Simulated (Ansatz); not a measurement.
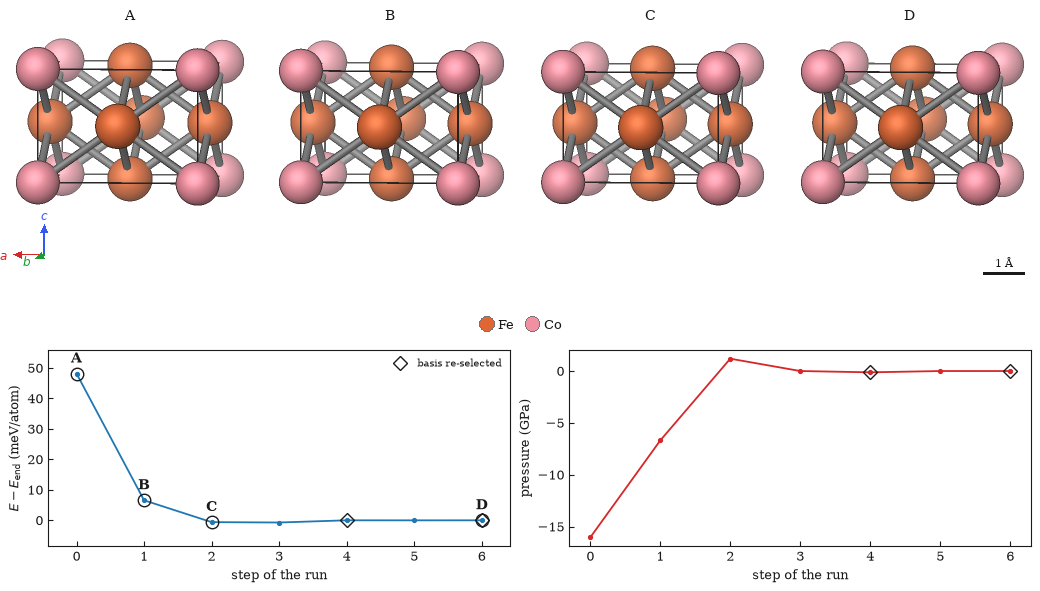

Frames of a relaxation of solid Fe3Co (set up in P4/mmm), marked on the history of the run. Style: ball-and-stick. Shown: the cell of the calculation, from a free direction.

Case: relaxed functional: LDA.

These are results of DFT LDA, scalar-relativistic, plane waves, PAW in Ansatz 0.2.0, not measurements.

Input file:
```yaml
crystal:
  lattice:
    - [4.023579445, 0.0, 0.0]
    - [0.0, 4.023579445, 0.0]
    - [0.0, 0.0, 2.82770517]
  atoms:
    - { symbol: Fe, position: [0.5, 0.5, 0.0], spin: 2.6 }
    - { symbol: Fe, position: [0.5, 0.0, 0.5], spin: 2.87 }
    - { symbol: Fe, position: [0.0, 0.5, 0.5], spin: 2.87 }
    - { symbol: Co, position: [0.0, 0.0, 0.0], spin: 1.99 }
basis:
  ecutwfc: 420
kpoints:
  mp_grid: { grid: [10, 10, 14] }
hamiltonian:
  xc: lda
scf:
  occupations: { method: gaussian, width: 0.1 }
output:
  forces: true
  stress: true
  eigenvalues: true
  populations: true
magnetization:
  spin_polarized: true
relax:
  adjacent_minimum: "off"
  f_tol: 0.01
  max_steps: 60
  cell: { stress_tol: 0.05 }
```

Run as
```bash
ansatz run input.yaml --threads 1 --pin off --max-ram 2560MiB --backend cpu --events-out ev --progress --plain --runs-dir out
```

> Describe the path.

After 4 accepted moves (6 points after the start) the energy has fallen by 48.2 meV per atom. All forces vanish by symmetry, so only the cell relaxes. The pressure goes from −16.03 to 0.00 GPa. The SCF was repeated twice at an unchanged geometry on a basis and grid sized afresh for the cell, which shifted the energy by 0.7 meV per atom at most. The atoms keep their places relative to the cell (all moves are under 0.005 Å). The drawn cell changes as follows: a = b 4.024 → 3.914 Å (−2.7 %), c 2.828 → 2.757 Å (−2.5 %); the volume changes by −7.8 %. Some distances before and after: Fe2–Co4 2.459 → 2.394 Å, Fe1–Fe2 2.459 → 2.394 Å. The space group stays P4/mmm (No. 123). From step 0 to 1: volume −4.9 %, energy −41.6 meV per atom. From step 1 to 2: volume −3.4 %, energy −7.2 meV per atom. From step 2 to 6: volume +0.4 %, energy +0.6 meV per atom.

```json
{"step": "0", "E − E(0), meV/atom": "0.00", "pressure, GPa": "-16.03", "volume, Å³/atom": "11.445", "note": ""}
{"step": "1", "E − E(0), meV/atom": "-41.61", "pressure, GPa": "-6.69", "volume, Å³/atom": "10.880", "note": ""}
{"step": "2", "E − E(0), meV/atom": "-48.77", "pressure, GPa": "1.19", "volume, Å³/atom": "10.510", "note": ""}
{"step": "3", "E − E(0), meV/atom": "-48.89", "pressure, GPa": "0.00", "volume, Å³/atom": "10.561", "note": ""}
{"step": "4", "E − E(0), meV/atom": "-48.17", "pressure, GPa": "-0.12", "volume, Å³/atom": "10.561", "note": "same geometry, new basis"}
{"step": "5", "E − E(0), meV/atom": "-48.18", "pressure, GPa": "0.00", "volume, Å³/atom": "10.556", "note": ""}
{"step": "6", "E − E(0), meV/atom": "-48.18", "pressure, GPa": "0.00", "volume, Å³/atom": "10.556", "note": "same geometry, new basis"}
```
